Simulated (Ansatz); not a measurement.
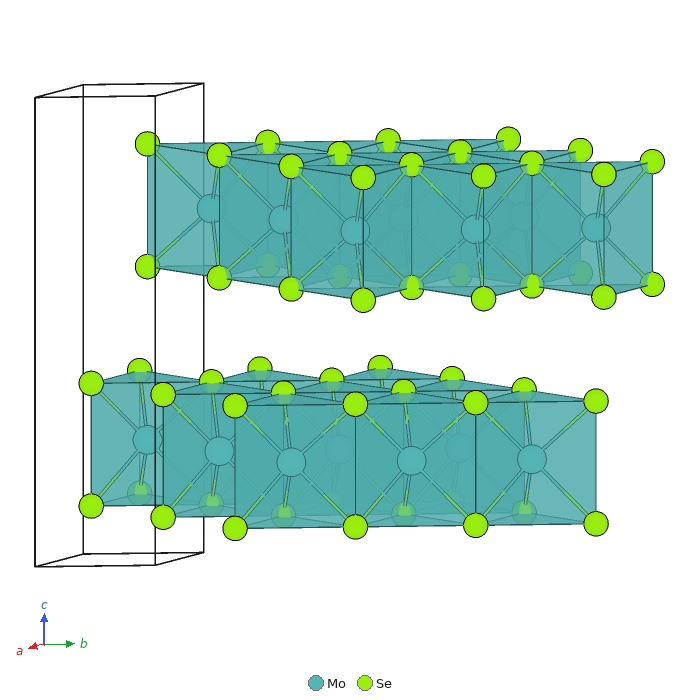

Polyhedra are drawn about Mo (bonds: Mo–Se below 2.8 Å); other atoms are plain spheres.

The compound is MoSe2 (space group P6_3/mmc, No. 194), taken as the geometry relaxed with Ansatz, DFT, PBE-D4, plane waves, PAW; the starting structure was generated, so it need not be a known form of this composition.

Sharing among the drawn polyhedra:

| site | polyhedron | corner-sharing neighbours | edge-sharing | face-sharing | bond (Å) |
| --- | --- | --- | --- | --- | --- |
| Mo | MoSe6 trigonal prism | 0 | 6 | 0 | 2.53 |

They form layers of edge-sharing trigonal prisms parallel to (001).
